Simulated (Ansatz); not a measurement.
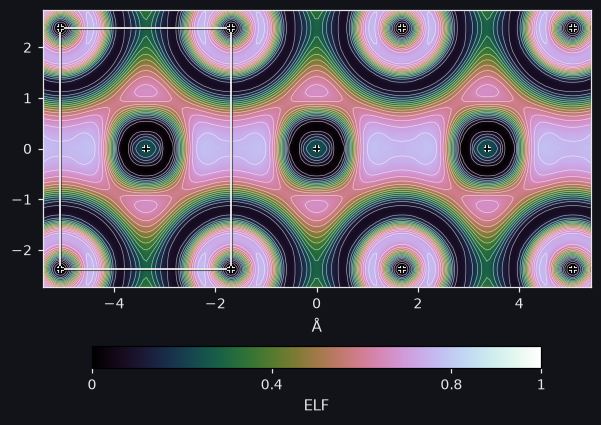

The electron localisation function on a plane through atoms (crosses mark nuclei in the plane).

All numbers below come from Ansatz 0.2.0, DFT r2SCAN, scalar-relativistic, plane waves, PAW.

Candidates:
A. Si (slab), a = 3.83 Å, b = 3.83 Å, c = 34.83 Å, α = 90.00°, β = 90.00°, γ = 120.00°. Changed on purpose from its base cell (repeats removed: -2); not relaxed (largest force 0.9 eV/Å).
B. Zn₄Se₃ (slab), a = 4.01 Å, b = 4.01 Å, c = 23.50 Å, α = 90.00°, β = 90.00°, γ = 90.00°. 
C. ScAl, a = 3.37 Å, b = 3.37 Å, c = 3.37 Å, α = 90.00°, β = 90.00°, γ = 90.00°. Space group Pm-3m; a structure from a database of computed crystals, not necessarily the ambient phase.

> Which candidate gave the map?

Candidate C: ScAl on the (11̄0) plane of the conventional cell, which holds Sc and Al. Sc–Al (2.92 Å): the ELF peaks at about 0.60 in the valence shell of Al, 1.1 Å from its nucleus, and is about 0.30 at the midpoint; no shared electron pair shows on this line.
